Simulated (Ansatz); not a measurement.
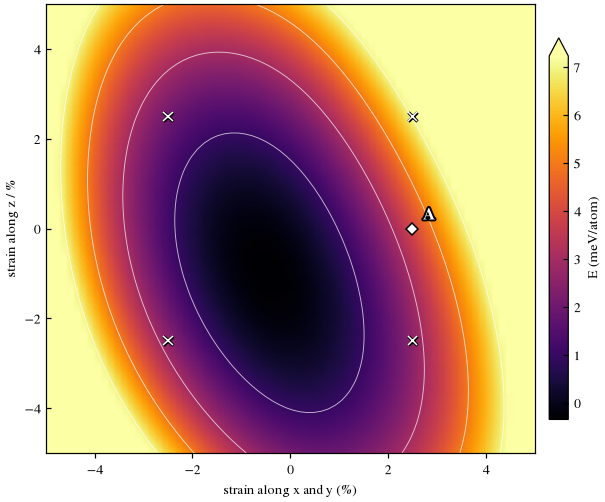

Na (P6_3/mmc, No. 194; 2 atoms in the cell). The cell is strained homogeneously, by one strain along x and y and another along z, with fractional coordinates fixed (x along [1 0 0], z along [0 0 1] of the conventional cell). First axis: strain along x and y. Second axis: strain along z. Grid: 5 × 5 points. At 4 points there is no value. All energies are given in meV/atom relative to the unstrained cell. The reference cell is the one listed in the database, not relaxed at this level. The calculation used Ansatz 0.2.0, DFT PBE, scalar-relativistic, plane waves, PAW. Settings: cutoff 420 eV, k-mesh 15×15×8 in the order of the run's cell vectors, gaussian smearing 0.15 eV, no spin polarisation.

In the figure: a smooth colour map with a few white contour lines, crosses at grid points without a value, one colour for all values above the top of the scale, the point A. Between grid points the surface is interpolated.

**Which way does the force act at A, and how strong is it?**

A, at strain along x and y = 2.5 %, strain along z = 0.0 %, is not a stationary point. The computed force is 2.5 meV/atom for each 1 % towards smaller values of strain along x and y and 0.91 meV/atom for each 1 % towards smaller values of strain along z.
